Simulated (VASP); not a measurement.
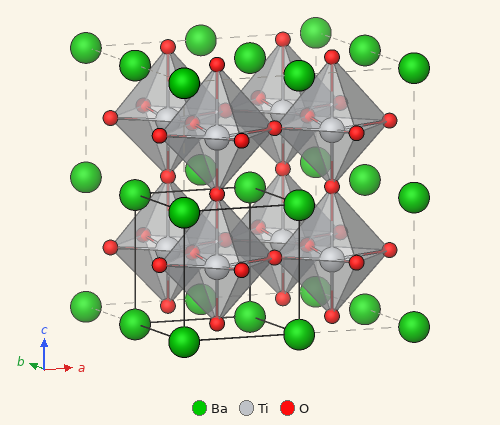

Polyhedra are drawn about Ti (bonds: O–Ti below 2.7 Å); other atoms are plain spheres.

BaTiO3 (space group P4mm, No. 99): coordinates from a relaxation with VASP Kohn-Sham DFT of a periodic cell, revPBE with D4, VASP PAW PBE potentials, recommended in VASP.

Sharing among the drawn polyhedra:

| site | polyhedron | corner-sharing neighbours | edge-sharing | face-sharing | bond (Å) |
| --- | --- | --- | --- | --- | --- |
| Ti | TiO6 octahedron | 6 | 0 | 0 | 1.82–2.36 |

They form a three-dimensional framework of corner-sharing octahedra.
